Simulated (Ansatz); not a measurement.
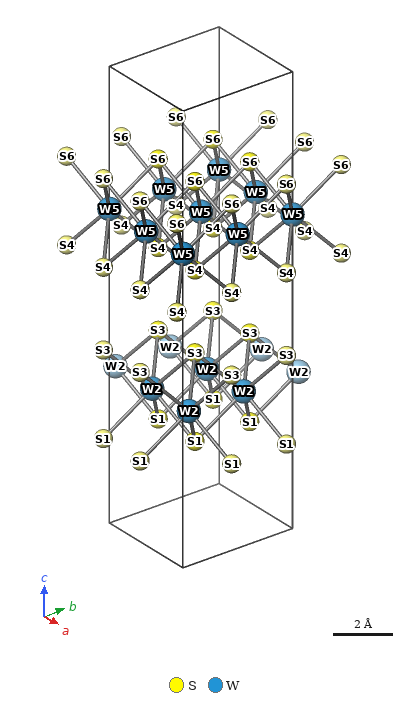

Fig. 1: The structure (ball-and-stick view of the 2 × 2 repeat of the cell, with the vacuum cut short, seen slightly off an axis; neighbours outside the cell are drawn fainter; atoms are numbered from 1 in the order of the input). An atom can appear more than once, as a periodic image.

**What a change does: single-point calculation on WS$_{2}$**

System: WS$_{2}$ (slab, 6 atoms in the cell).
Method of the first run: DFT PBE+D3(BJ), scalar-relativistic, plane waves, PAW, PAW set soft_1, no spin polarisation (Ansatz 0.2.0).

The structure derives from an entry of the Crystallography Open Database. Text and figures count atoms from 1; the logs count them from 0 in places.

Input, the first run:
```yaml
crystal:
  lattice:
    - [3.1595457497, 0.0, 0.0]
    - [-1.5797728749, 2.7362468836, 0.0]
    - [0.0, 0.0, 23.8042575719]
  atoms:
    - { symbol: S, position: [0.3333333333, 0.6666666667, 0.1890418126] }
    - { symbol: W, position: [0.6666666667, 0.3333333333, 0.2552511581] }
    - { symbol: S, position: [0.3333333333, 0.6666666667, 0.3214605103] }
    - { symbol: S, position: [0.3333333333, 0.6666666667, 0.4449678279] }
    - { symbol: W, position: [0.0, 1.0, 0.5111771733] }
    - { symbol: S, position: [0.3333333333, 0.6666666667, 0.5773865255] }
basis:
  ecutwfc: 420
kpoints:
  mp_grid: { grid: [9, 9, 1] }
hamiltonian:
  xc: pbe
  pseudopotentials: { kind: paw, azcp: { folder: soft_1 } }
  dispersion: d3bj
scf:
  occupations: { method: gaussian, width: 0.05 }
output:
  forces: true
  eigenvalues: true
  write_density: true
  write_potential: true
  elf: true
  volumetric_format: npy
efield:
  axis: 3
  dipole_correction: true
  ramp_width: 0.04
```

Command:
```bash
ansatz run input.yaml --threads 1 --pin off --max-ram 3072MiB --backend cpu --events-out ev --progress --plain --runs-dir out
```

Hardware: 1 thread of Arm Neoverse V1, 24 GiB of memory available, shared host.

Output, shortened to warnings, some set-up lines, iterations and results (the first run):
```
WARN: The input density's exchange-correlation potential varies sharply where the density is thin. Do not read a vacuum level from v_tot or v_xc, or from such a field of the output density. On a cell that repeats whose density bears no net charge and no dipole along the vacuum's axis use v_es (v_loc + v_h of the components); under efield.dipole_correction with no amplitude use v_es + v_field, …
Basis set: ecut = 420 eV, 3979 PW (Γ), exchange–correlation on 48×48×320 points (8 copies of the dense FFT grid, shifted against one another)
Symmetry: 6 space group operations
k-points: 12 of 81 (time reversal used)
Initial density: superposition of atomic densities (neutral atoms: chi_scale 0, normalization atom)
[...]
SCF iter   1: F=—  HF=-24387.821016 eV  |F-HF|=—  |Δ(HF+E_count)|=         —  Δρ=3.39e-2  dr2=2.73e0  ethr=3.10e-3  p=-0.000 e·Å  D=-9.01e-8 V/Å  ΔV_dip=0.00 eV  …
SCF iter   2: F=—  HF=-24387.067088 eV  |F-HF|=—  |Δ(HF+E_count)|=   7.54e-1  Δρ=1.47e-2  dr2=5.18e-1  ethr=3.10e-3  p=0.001 e·Å  D=4.56e-4 V/Å  ΔV_dip=-0.01 eV  …
SCF iter   3: F=—  HF=-24387.143499 eV  |F-HF|=—  |Δ(HF+E_count)|=   7.64e-2  Δρ=1.25e-2  dr2=1.08e0  ethr=9.96e-4  p=-0.002 e·Å  D=-1.52e-3 V/Å  ΔV_dip=0.04 eV  …
SCF iter   4: F=—  HF=-24387.003639 eV  |F-HF|=—  |Δ(HF+E_count)|=   1.40e-1  Δρ=6.03e-3  dr2=2.11e-1  ethr=9.96e-4  p=0.002 e·Å  D=1.57e-3 V/Å  ΔV_dip=-0.04 eV  …
SCF iter   5: F=—  HF=-24387.017423 eV  |F-HF|=—  |Δ(HF+E_count)|=   1.38e-2  Δρ=4.85e-3  dr2=3.44e-1  ethr=4.06e-4  p=-0.003 e·Å  D=-2.37e-3 V/Å  ΔV_dip=0.06 eV  …
[... 5 lines ...]
SCF iter  11: F=—  HF=-24386.983272 eV  |F-HF|=—  |Δ(HF+E_count)|=   1.47e-6  Δρ=2.66e-5  dr2=9.15e-7  ethr=2.72e-8  p=0.000 e·Å  D=1.85e-5 V/Å  ΔV_dip=-0.00 eV  …
SCF iter  12: F=—  HF=-24386.983273 eV  |F-HF|=—  |Δ(HF+E_count)|=   1.64e-7  Δρ=1.05e-5  dr2=2.91e-7  ethr=1.76e-9  p=-0.000 e·Å  D=-2.38e-5 V/Å  ΔV_dip=0.00 eV  …
SCF iter  13: F=—  HF=-24386.983273 eV  |F-HF|=—  |Δ(HF+E_count)|=   4.46e-8  Δρ=5.09e-6  dr2=2.47e-7  ethr=1.92e-10  p=-0.000 e·Å  D=-1.61e-6 V/Å  ΔV_dip=0.00 eV  …
SCF iter  14: F=-24386.983273 eV  HF=-24386.983273 eV  |F-HF|=1.88e-9  |Δ(HF+E_count)|=   2.31e-8  Δρ=1.94e-6  dr2=5.71e-9  ethr=1.92e-10  p=-0.000 e·Å  D=-1.48e-6 V/Å  …
SCF 1 converged in 14 iterations: F = -24386.983273 eV  dr2 = 5.71e-9
WARN: The input density's exchange-correlation potential varies sharply where the density is thin. Do not read a vacuum level from v_tot or v_xc, or from such a field of the output density. On a cell that repeats whose density bears no net charge and no dipole along the vacuum's axis use v_es …
SCF converged after 14 iterations
Free energy (F): -24386.983273 eV
Harris-Foulkes:  -24386.983273 eV  (|F-HF|=1.88e-9)
Internal energy: -24386.983273 eV  (E = F + TS)
E sigma→0 (E₀):  -24386.983273 eV
Fermi energy:    4.204381 eV
Dipole field:    D = 0.000004 V/Å  (p = 0.000004 e·Å, saw-weighted, corrected)
Work function:   Φ+ = 4.4719 eV   Φ− = 4.4720 eV
[...]
```

The input of the second run differs as follows (lines with − go, lines with + come):
```diff
-basis:
-  ecutwfc: 420
-  mp_grid: { grid: [9, 9, 1] }
+  mp_grid: { grid: [9, 9, 1], shift: [0.5, 0.5, 0.0] }
+  mixing: { algorithm: broyden, beta: 0.5 }
-  write_density: true
-  write_potential: true
-  elf: true
-  volumetric_format: npy
```

What does this change do to the results?

The free energy of the second run is 0.08 meV per atom lower, the joint effect of these numerical settings, which can't be told apart here. The gap on the mesh goes from 1.24 to 1.20 eV. The SCF takes 12 iterations against 14. The irreducible k-points go from 12 to 25. On the same kind of shared host the second run took about 1.6 times as long.

Output, shortened to warnings, some set-up lines, iterations and results (the second run):
```
Warning: crystal.symmetry: narrowed to the stabiliser of the k-point mesh — unitary ops 6 → 2; excluded 4 operations that carry a point of the 9×9×1 mesh (shift [0.5, 0.5, 0]) off the mesh (the run samples exactly the mesh kpoints.mp_grid names, as under crystal.symmetry.detect: false, and its converged state has the mesh's symmetry, not the crystal's; ε∞, the Born charges and the force constants …
Basis set: ecut = 420 eV, 3979 PW (Γ), exchange–correlation on 48×48×320 points (8 copies of the dense FFT grid, shifted against one another)
Symmetry: 2 space group operations
k-points: 25 of 81 (time reversal used)
Initial density: superposition of atomic densities (neutral atoms: chi_scale 0, normalization atom)
[...]
SCF iter   1: F=—  HF=-24387.821257 eV  |F-HF|=—  |Δ(HF+E_count)|=         —  Δρ=3.39e-2  dr2=2.73e0  ethr=3.10e-3  p=-0.000 e·Å  D=-9.01e-8 V/Å  ΔV_dip=0.00 eV  …
SCF iter   2: F=—  HF=-24387.067415 eV  |F-HF|=—  |Δ(HF+E_count)|=   7.54e-1  Δρ=1.47e-2  dr2=5.16e-1  ethr=3.10e-3  p=0.000 e·Å  D=5.76e-5 V/Å  ΔV_dip=-0.00 eV  …
SCF iter   3: F=—  HF=-24387.113127 eV  |F-HF|=—  |Δ(HF+E_count)|=   4.57e-2  Δρ=1.17e-2  dr2=8.91e-1  ethr=9.93e-4  p=-0.000 e·Å  D=-1.86e-4 V/Å  ΔV_dip=0.00 eV  …
SCF iter   4: F=—  HF=-24387.003188 eV  |F-HF|=—  |Δ(HF+E_count)|=   1.10e-1  Δρ=5.40e-3  dr2=2.11e-1  ethr=9.93e-4  p=0.000 e·Å  D=2.36e-4 V/Å  ΔV_dip=-0.01 eV  …
SCF iter   5: F=—  HF=-24387.000730 eV  |F-HF|=—  |Δ(HF+E_count)|=   2.46e-3  Δρ=4.21e-3  dr2=1.72e-1  ethr=4.05e-4  p=-0.000 e·Å  D=-2.32e-4 V/Å  ΔV_dip=0.01 eV  …
SCF iter   6: F=—  HF=-24386.984291 eV  |F-HF|=—  |Δ(HF+E_count)|=   1.64e-2  Δρ=4.63e-4  dr2=3.64e-4  ethr=3.31e-4  p=0.000 e·Å  D=1.64e-4 V/Å  ΔV_dip=-0.00 eV  …
SCF iter   7: F=—  HF=-24386.983866 eV  |F-HF|=—  |Δ(HF+E_count)|=   4.25e-4  Δρ=1.86e-4  dr2=2.02e-4  ethr=7.00e-7  p=-0.001 e·Å  D=-9.12e-4 V/Å  ΔV_dip=0.02 eV  …
SCF iter   8: F=—  HF=-24386.983888 eV  |F-HF|=—  |Δ(HF+E_count)|=   2.28e-5  Δρ=1.56e-4  dr2=3.32e-4  ethr=3.89e-7  p=0.002 e·Å  D=1.58e-3 V/Å  ΔV_dip=-0.04 eV  …
SCF iter   9: F=—  HF=-24386.983842 eV  |F-HF|=—  |Δ(HF+E_count)|=   4.63e-5  Δρ=4.19e-5  dr2=3.33e-6  ethr=3.89e-7  p=-0.000 e·Å  D=-3.79e-5 V/Å  ΔV_dip=0.00 eV  …
SCF iter  10: F=—  HF=-24386.983753 eV  |F-HF|=—  |Δ(HF+E_count)|=   8.91e-5  Δρ=1.76e-5  dr2=1.51e-6  ethr=6.41e-9  p=0.000 e·Å  D=1.00e-5 V/Å  ΔV_dip=-0.00 eV  …
SCF iter  11: F=—  HF=-24386.983753 eV  |F-HF|=—  |Δ(HF+E_count)|=   1.55e-7  Δρ=1.09e-5  dr2=1.92e-7  ethr=2.91e-9  p=-0.000 e·Å  D=-2.59e-6 V/Å  ΔV_dip=0.00 eV  …
SCF iter  12: F=-24386.983753 eV  HF=-24386.983753 eV  |F-HF|=1.54e-9  |Δ(HF+E_count)|=   4.48e-8  Δρ=2.82e-6  dr2=1.02e-8  ethr=1.92e-10  p=-0.000 e·Å  D=-1.48e-7 V/Å  …
SCF 1 converged in 12 iterations: F = -24386.983753 eV  dr2 = 1.02e-8
SCF converged after 12 iterations
Stability not checked: this state was not tested for a lower state beside it, because the mixer in use, unlike msr1, does not test its closes by its own steps (another_mixer; see scf.mixing.algorithm and scf.lower_state_search)
Free energy (F): -24386.983753 eV
Harris-Foulkes:  -24386.983753 eV  (|F-HF|=1.54e-9)
Internal energy: -24386.983753 eV  (E = F + TS)
E sigma→0 (E₀):  -24386.983753 eV
Fermi energy:    4.132980 eV
Dipole field:    D = 0.000009 V/Å  (p = 0.000010 e·Å, saw-weighted, corrected)
Work function:   Φ+ = 4.5430 eV   Φ− = 4.5432 eV
Levels:          The Fermi level and band energies are counted from a zero that moves with the ramp; work functions are not
--- Per-component energies (eV) ---
  E_band       = -794.547866
  E_kinetic    = 1269.816105
  E_local      = -34033.004261  (includes V_loc(G=0)·N_el)
  E_nonlocal   = 87.964931
  E_hartree    = 16519.396882
  E_xc         = -892.394440
  E_vxc        = -795.529766  (∫ρ·V_xc dr)
  E_paw        = -19589.461423  (= ΣΔE_a)
  E_vpaw       = -362.583121  (= ΣTr[D̂ρ^β])
  E_aug_tail   = 0.000309  (compensation charges beyond the density's cutoff)
  E_efield     = 0.000000  (sawtooth field / dipole correction)
  E_vefield    = 0.000000  (∫n·V_field dr)
  E_ewald      = 12252.911094
  E_disp       = -2.212951  (pairwise vdW)
  E_smearing   = -0.000000  (= −TS)
  E_closure    = 0.000000  (closes the sum)
  Σ components = -24386.983753   (vs F -24386.983753, Δ=0.00e0)
--- Forces (eV/Å), atoms counted from 1 ---
  atom   1  S     -0.00014408     0.00008318    -0.00151380
  atom   2  W      0.00030920    -0.00017852    -0.03483730
  atom   3  S     -0.00015657     0.00009040    -0.60449172
  atom   4  S      0.00015626    -0.00009022     0.60448972
  atom   5  W     -0.00030910     0.00017846     0.03482803
  atom   6  S      0.00014412    -0.00008321     0.00151655
  max |Σ_I F_I| component: 8.52e-6 eV/Å
```

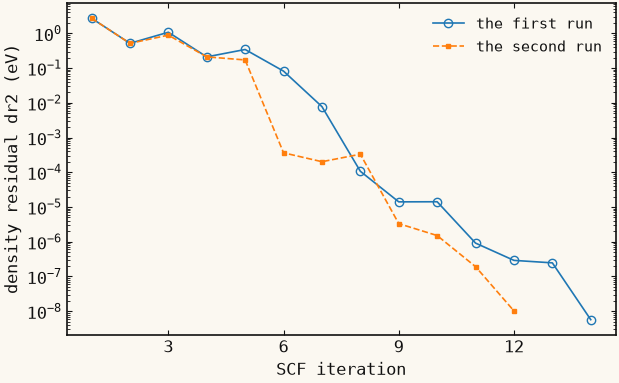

Fig. 2: Convergence of the two runs: density residual dr2 against the SCF iteration. The first run takes 14 iterations in all, and the second run takes 12.

The two runs side by side:

```tsv
quantity	the first run	the second run
outcome	converged	converged
free energy per atom (eV)	−4064.4972	−4064.4973
gap on the mesh (eV)	1.24	1.20
work function (eV)	4.47	–
largest force (eV/Å)	0.604	0.604
SCF iterations	14	12
irreducible k-points	12	25
plane waves at Γ	3979	3979
wall time (shared host)	14 s	23 s
```

For both runs: Spin–orbit coupling is left out, which matters for W. For the first run: Warnings: the exchange-correlation potential is rough where the density is thin. For the second run: Warnings: the k-point mesh lowers the symmetry that the run can use.
